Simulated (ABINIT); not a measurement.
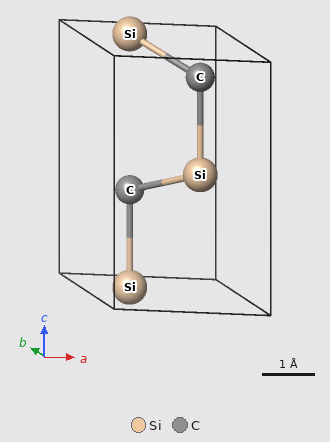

Figure 1. The input geometry (ball-and-stick view of the cell of the calculation, seen slightly off an axis).

## Geometry relaxation of SiC (part 1 of 3)

The run: geometry relaxation of SiC (4 atoms in the cell). Method and program: Kohn-Sham DFT of a periodic cell, PBEsol, JTH PAW PBE v2.0, no spin polarisation (ABINIT 10.8.3).

The structure derives from an entry of the Crystallography Open Database.

## The input
```
# Pseudopotentials
pp_dirpath "./"
pseudos "Si.GGA_PBE-JTH.xml, C.GGA_PBE-JTH.xml"

# Structure
acell 3.076 3.076 5.048 Angstrom
rprim
     1.0000000000     0.0000000000     0.0000000000
    -0.5000000000     0.8660254038     0.0000000000
     0.0000000000     0.0000000000     1.0000000000
ntypat 2
znucl 14 6
natom 4
typat 1 1 2 2
chkprim 0
chksymtnons 0
tolsym 1.0e-6
xred
            2/3            1/3            1/2
            1/3            2/3            0.0
            2/3            1/3   0.8850000000
            1/3            2/3   0.3850000000

# Plane-wave basis
ecut 19.0
pawecutdg 38.0
ecutsm 0.5

# k points
kptopt 1
ngkpt 8 8 4
nshiftk 1
shiftk 0.0 0.0 0.0

# Exchange and correlation
ixc -116133

# Bands and occupations
nband 12
occopt 3
tsmear 0.05 eV

# SCF cycle
nstep 80
tolvrs 1.0e-10

# Output
iomode 3
prteig 0
prtebands 0
prtwf 0
prtden 0

# Relaxation
ionmov 2
optcell 2
ntime 50
tolmxf 2.0e-5
dilatmx 1.08
```

Launched with:
```bash
abinit run.abi > log 2>&1
```

## What the program printed
```
.Version 10.8.3 of ABINIT
 Symmetries : space group P6_3 m c (#186); Bravais hP (primitive hexag.)
================================================================================
 Values of the parameters that define the memory need of the present run
     intxc =       0    ionmov =       2      iscf =      17    lmnmax =       8
     lnmax =       4     mgfft =      45  mpssoang =       2    mqgrid =    3001
     natom =       4  nloc_mem =       2    nspden =       1   nspinor =       1
    nsppol =       1      nsym =      12    n1xccc =       1    ntypat =       2
    occopt =       3   xclevel =       2
       mpw =        1406          nfft =       32805          nkpt =          30
 PAW method is used; the additional fine FFT grid is defined by:
   mgfftf=        60    nfftf =     77760
================================================================================
================================================================================

--------------------------------------------------------------------------------
------------- Echo of variables that govern the present computation ------------
--------------------------------------------------------------------------------
 -outvars: echo values of preprocessed input variables --------
            acell      5.8127975633E+00  5.8127975633E+00  9.5393374836E+00 Bohr
              amu      2.80855000E+01  1.20110000E+01
          chkprim           0
      chksymtnons           0
          dilatmx      1.08000000E+00
             ecut      1.90000000E+01 Hartree
           ecutsm      5.00000000E-01 Hartree
           ionmov           2
              ixc     -116133
         kptrlatt        8    0    0      0    8    0      0    0    4
          kptrlen      3.81573499E+01
            natom           4
            nband          12
            ngfft          27      27      45
          ngfftdg          36      36      60
             nkpt          30
            nstep          80
             nsym          12
            ntime          50
           ntypat           2
           occopt           3
          optcell           2
        pawecutdg      3.80000000E+01 Hartree
         pawxcdev           0
           prtden           0
        prtebands           0
           prteig           0
            prtwf           0
            rprim      1.0000000000E+00  0.0000000000E+00  0.0000000000E+00
                      -5.0000000000E-01  8.6602540380E-01  0.0000000000E+00
                       0.0000000000E+00  0.0000000000E+00  1.0000000000E+00
          spgroup         186
           tolmxf      2.00000000E-05
           tolsym      1.00000000E-06
           tolvrs      1.00000000E-10
           tsmear      1.83746611E-03 Hartree
            typat      1  1  2  2
           useylm           1
           xangst      1.5380000000E+00  8.8796471403E-01  2.5240000000E+00
                      -1.7750452179E-17  1.7759294281E+00  0.0000000000E+00
                       1.5380000000E+00  8.8796471403E-01  4.4674800000E+00
                      -1.7750452179E-17  1.7759294281E+00  1.9434800000E+00
            xcart      2.9063987816E+00  1.6780101190E+00  4.7696687418E+00
                      -3.3543493229E-17  3.3560202380E+00  0.0000000000E+00
                       2.9063987816E+00  1.6780101190E+00  8.4423136730E+00
                      -3.3543493229E-17  3.3560202380E+00  3.6726449312E+00
             xred      6.6666666667E-01  3.3333333333E-01  5.0000000000E-01
                       3.3333333333E-01  6.6666666667E-01  0.0000000000E+00
                       6.6666666667E-01  3.3333333333E-01  8.8500000000E-01
                       3.3333333333E-01  6.6666666667E-01  3.8500000000E-01
            znucl       14.00000    6.00000

================================================================================

 chkinp: Checking input parameters for consistency.

================================================================================
== DATASET  1 ==================================================================

--- !DatasetInfo
iteration_state: {dtset: 1, }
dimensions: {natom: 4, nkpt: 30, mband: 12, nsppol: 1, nspinor: 1, nspden: 1, mpw: 1406, }
cutoff_energies: {ecut:  19.0, pawecutdg:  38.0, }
electrons: {nelect:   1.60000000E+01, charge:   0.00000000E+00, occopt:   3.00000000E+00, tsmear:   1.83746611E-03, }
meta: {optdriver: 0, ionmov: 2, optcell: 2, iscf: 17, paral_kgb: 0, }
...

 Real(R)+Recip(G) space primitive vectors, cartesian coordinates (Bohr,Bohr^-1):
 R(1)=  5.8127976  0.0000000  0.0000000  G(1)=  0.1720342  0.0993240  0.0000000
 R(2)= -2.9063988  5.0340304  0.0000000  G(2)=  0.0000000  0.1986480  0.0000000
 R(3)=  0.0000000  0.0000000  9.5393375  G(3)=  0.0000000  0.0000000  0.1048291
 Unit cell volume ucvol=  2.7913818E+02 bohr^3
 Angles (23,13,12)=  9.00000000E+01  9.00000000E+01  1.20000000E+02 degrees

 Coarse grid specifications (used for wave-functions):

 getcut: wavevector=  0.0000  0.0000  0.0000  ngfft=  27  27  45
         ecut(hartree)=     22.162   => boxcut(ratio)=   2.11276

 Fine grid specifications (used for densities):

 getcut: wavevector=  0.0000  0.0000  0.0000  ngfft=  36  36  60
         ecut(hartree)=     44.323   => boxcut(ratio)=   2.06651

--- Pseudopotential description ------------------------------------------------
- pspini: atom type   1  psp file is ./Si.GGA_PBE-JTH.xml
 Pseudopotential format is: paw10
 basis_size (lnmax)=  4 (lmn_size=  8), orbitals=   0   0   1   1
 Spheres core radius: rc_sph= 1.90944987
 Shapefunction is BESSEL type: shapef(r,l)=aa(1,l)*jl(q(1,l)*r)+aa(2,l)*jl(q(2,l)*r)
 Radius for shape functions =  1.60149249
 Compensation charge density is not taken into account in XC energy/potential

- pspini: atom type   2  psp file is ./C.GGA_PBE-JTH.xml
 Pseudopotential format is: paw10
 basis_size (lnmax)=  4 (lmn_size=  8), orbitals=   0   0   1   1
 Spheres core radius: rc_sph= 1.50736703
 Shapefunction is SIN type: shapef(r)=[sin(pi*r/rshp)/(pi*r/rshp)]**2
 Radius for shape functions =  1.30052589
 Compensation charge density is not taken into account in XC energy/potential

   2.91409616E+02                                ecore*ucvol(ha*bohr**3)
--------------------------------------------------------------------------------

================================================================================

=== [ionmov= 2] Broyden-Fletcher-Goldfarb-Shanno method (forces)
================================================================================

--- Iteration: ( 1/50) Internal Cycle: (1/1)
--------------------------------------------------------------------------------

---SELF-CONSISTENT-FIELD CONVERGENCE--------------------------------------------

--- !BeginCycle
iteration_state: {dtset: 1, itime: 1, icycle: 1, }
solver: {iscf: 17, nstep: 80, nline: 4, wfoptalg: 10, }
tolerances: {tolvrs: 1.00E-10, }
...

     iter   Etot(hartree)      deltaE(h)  residm     nres2
 ETOT  1  -19.537896696039    -1.954E+01 7.555E-02 3.584E+01
 ETOT  2  -19.461152958989     7.674E-02 2.018E-02 3.551E+00
 ETOT  3  -19.456286960770     4.866E-03 3.508E-02 4.671E-01
 ETOT  4  -19.455972669926     3.143E-04 4.825E-03 3.716E-03
 ETOT  5  -19.456010297085    -3.763E-05 3.349E-04 8.399E-04
 ETOT  6  -19.456019090734    -8.794E-06 2.133E-04 3.918E-05
 ETOT  7  -19.456020345426    -1.255E-06 8.195E-05 3.906E-06
 ETOT  8  -19.456020571655    -2.262E-07 1.064E-04 5.108E-07
 ETOT  9  -19.456020625413    -5.376E-08 3.599E-05 1.687E-08
 ETOT 10  -19.456020637156    -1.174E-08 4.612E-05 2.154E-08
 ETOT 11  -19.456020639761    -2.605E-09 1.510E-05 6.881E-10
 ETOT 12  -19.456020640386    -6.250E-10 1.886E-05 1.173E-09
 ETOT 13  -19.456020640531    -1.453E-10 6.280E-06 5.480E-12

 At SCF step   13       nres2   =  5.48E-12 < tolvrs=  1.00E-10 =>converged.

 Cartesian components of stress tensor (hartree/bohr^3)
  sigma(1 1)= -4.87504792E-05  sigma(3 2)=  0.00000000E+00
  sigma(2 2)= -4.87504793E-05  sigma(3 1)=  0.00000000E+00
  sigma(3 3)=  1.14589980E-04  sigma(2 1)=  0.00000000E+00

--- !ResultsGS
iteration_state: {dtset: 1, itime: 1, icycle: 1, }
comment   : Summary of ground state results
lattice_vectors:
- [  5.8127976,   0.0000000,   0.0000000, ]
- [ -2.9063988,   5.0340304,   0.0000000, ]
- [  0.0000000,   0.0000000,   9.5393375, ]
lattice_lengths: [   5.81280,    5.81280,    9.53934, ]
lattice_angles: [ 90.000,  90.000, 120.000, ] # degrees, (23, 13, 12)
lattice_volume:   2.7913818E+02
convergence: {deltae: -1.453E-10, res2:  5.480E-12, residm:  6.280E-06, diffor: null, }
etotal    :  -1.94560206E+01
entropy   :   0.00000000E+00
fermie    :   3.36975387E-01
cartesian_stress_tensor: # hartree/bohr^3
- [ -4.87504792E-05,   0.00000000E+00,   0.00000000E+00, ]
- [  0.00000000E+00,  -4.87504793E-05,   0.00000000E+00, ]
- [  0.00000000E+00,   0.00000000E+00,   1.14589980E-04, ]
pressure_GPa:  -1.6759E-01
xred      :
- [  6.6667E-01,   3.3333E-01,   5.0000E-01, Si]
- [  3.3333E-01,   6.6667E-01,   0.0000E+00, Si]
- [  6.6667E-01,   3.3333E-01,   8.8500E-01,  C]
- [  3.3333E-01,   6.6667E-01,   3.8500E-01,  C]
cartesian_forces: # hartree/bohr
- [ -0.00000000E+00,  -0.00000000E+00,   1.43733586E-02, ]
- [ -0.00000000E+00,  -0.00000000E+00,   1.43733586E-02, ]
- [ -0.00000000E+00,  -0.00000000E+00,  -1.43733586E-02, ]
- [ -0.00000000E+00,  -0.00000000E+00,  -1.43733586E-02, ]
force_length_stats: {min:   1.43733586E-02, max:   1.43733586E-02, mean:   1.43733586E-02, }
...

 Integrated electronic density in atomic spheres:
 ------------------------------------------------
 Atom  Sphere_radius  Integrated_density
    1        1.90945          1.66555725
    2        1.90945          1.66555725
    3        1.50737          2.56005163
    4        1.50737          2.56005163

---OUTPUT-----------------------------------------------------------------------

 Cartesian coordinates (xcart) [bohr]
  2.90639878164617E+00  1.67801011898597E+00  4.76966874179124E+00
 -3.35434932291922E-17  3.35602023797194E+00  0.00000000000000E+00
  2.90639878164617E+00  1.67801011898597E+00  8.44231367297050E+00
 -3.35434932291922E-17  3.35602023797194E+00  3.67264493117926E+00
 Reduced coordinates (xred)
  6.66666666666667E-01  3.33333333333333E-01  5.00000000000000E-01
  3.33333333333333E-01  6.66666666666667E-01  0.00000000000000E+00
  6.66666666666667E-01  3.33333333333333E-01  8.85000000000000E-01
  3.33333333333333E-01  6.66666666666667E-01  3.85000000000000E-01
 Cartesian forces (fcart) [Ha/bohr]; max,rms= 1.43734E-02 8.29846E-03 (free atoms)
 -0.00000000000000E+00 -0.00000000000000E+00  1.43733585569363E-02
 -0.00000000000000E+00 -0.00000000000000E+00  1.43733585569363E-02
 -0.00000000000000E+00 -0.00000000000000E+00 -1.43733585569363E-02
 -0.00000000000000E+00 -0.00000000000000E+00 -1.43733585569363E-02
 Gradient of E wrt nuclear positions in reduced coordinates (gred)
  0.00000000000000E+00 -0.00000000000000E+00 -1.37112318047153E-01
  0.00000000000000E+00 -0.00000000000000E+00 -1.37112318047153E-01
  0.00000000000000E+00  0.00000000000000E+00  1.37112318047153E-01
  0.00000000000000E+00  0.00000000000000E+00  1.37112318047153E-01
 Scale of Primitive Cell (acell) [bohr]
  5.81279756329234E+00  5.81279756329234E+00  9.53933748358248E+00
 Real space primitive translations (rprimd) [bohr]
  5.81279756329234E+00  0.00000000000000E+00  0.00000000000000E+00
 -2.90639878164617E+00  5.03403035695790E+00  0.00000000000000E+00
  0.00000000000000E+00  0.00000000000000E+00  9.53933748358248E+00
 Unitary Cell Volume (ucvol) [Bohr^3]=  2.79138179781608E+02
 Angles (23,13,12)= [degrees]
  9.00000000000000E+01  9.00000000000000E+01  1.19999999999554E+02
 Lengths [Bohr]
  5.81279756329234E+00  5.81279756337067E+00  9.53933748358248E+00
 Stress tensor in cartesian coordinates (strten) [Ha/bohr^3]
 -4.87504792141139E-05  0.00000000000000E+00  0.00000000000000E+00
  0.00000000000000E+00 -4.87504793467647E-05  0.00000000000000E+00
  0.00000000000000E+00  0.00000000000000E+00  1.14589980346410E-04
 Total energy (etotal) [Ha]= -1.94560206405310E+01

--- Iteration: ( 2/50) Internal Cycle: (1/1)
--------------------------------------------------------------------------------

---SELF-CONSISTENT-FIELD CONVERGENCE--------------------------------------------

--- !BeginCycle
iteration_state: {dtset: 1, itime: 2, icycle: 1, }
solver: {iscf: 17, nstep: 80, nline: 4, wfoptalg: 10, }
tolerances: {tolvrs: 1.00E-10, }
...

     iter   Etot(hartree)      deltaE(h)  residm     nres2
 ETOT  1  -19.457282085855    -1.946E+01 3.672E-05 1.158E-01
 ETOT  2  -19.456819579702     4.625E-04 1.705E-05 6.603E-03
 ETOT  3  -19.456789528516     3.005E-05 1.384E-05 1.552E-04
 ETOT  4  -19.456790335176    -8.067E-07 9.108E-06 5.604E-05
 ETOT  5  -19.456790315369     1.981E-08 5.618E-06 2.086E-06
 ETOT  6  -19.456790318113    -2.744E-09 4.161E-06 3.371E-07
 ETOT  7  -19.456790320701    -2.589E-09 2.528E-06 1.769E-08
 ETOT  8  -19.456790321239    -5.373E-10 1.945E-06 1.764E-09
 ETOT  9  -19.456790321285    -4.619E-11 1.163E-06 5.968E-10
 ETOT 10  -19.456790321289    -4.217E-12 9.173E-07 3.875E-11

 At SCF step   10       nres2   =  3.87E-11 < tolvrs=  1.00E-10 =>converged.

 Cartesian components of stress tensor (hartree/bohr^3)
  sigma(1 1)=  4.99371715E-07  sigma(3 2)=  0.00000000E+00
  sigma(2 2)=  4.99371581E-07  sigma(3 1)=  0.00000000E+00
  sigma(3 3)=  2.62599195E-05  sigma(2 1)=  0.00000000E+00

--- !ResultsGS
iteration_state: {dtset: 1, itime: 2, icycle: 1, }
comment   : Summary of ground state results
lattice_vectors:
- [  5.8212989,   0.0000000,   0.0000000, ]
- [ -2.9106494,   5.0413927,   0.0000000, ]
- [  0.0000000,   0.0000000,   9.5065441, ]
lattice_lengths: [   5.82130,    5.82130,    9.50654, ]
lattice_angles: [ 90.000,  90.000, 120.000, ] # degrees, (23, 13, 12)
lattice_volume:   2.7899286E+02
convergence: {deltae: -4.217E-12, res2:  3.875E-11, residm:  9.173E-07, diffor: null, }
etotal    :  -1.94567903E+01
entropy   :   0.00000000E+00
fermie    :   3.34780404E-01
cartesian_stress_tensor: # hartree/bohr^3
- [  4.99371715E-07,   0.00000000E+00,   0.00000000E+00, ]
- [  0.00000000E+00,   4.99371581E-07,   0.00000000E+00, ]
- [  0.00000000E+00,   0.00000000E+00,   2.62599195E-05, ]
pressure_GPa:  -2.6733E-01
xred      :
- [  6.6667E-01,   3.3333E-01,   5.0151E-01, Si]
- [  3.3333E-01,   6.6667E-01,   1.5067E-03, Si]
- [  6.6667E-01,   3.3333E-01,   8.8349E-01,  C]
- [  3.3333E-01,   6.6667E-01,   3.8349E-01,  C]
cartesian_forces: # hartree/bohr
- [  9.25101180E-29,   5.34107415E-29,   9.20497711E-03, ]
- [ -9.25101180E-29,  -5.34107415E-29,   9.20497711E-03, ]
- [ -3.70040472E-28,  -2.13642966E-28,  -9.20497711E-03, ]
- [  3.70040472E-28,   2.13642966E-28,  -9.20497711E-03, ]
force_length_stats: {min:   9.20497711E-03, max:   9.20497711E-03, mean:   9.20497711E-03, }
...

 Integrated electronic density in atomic spheres:
```
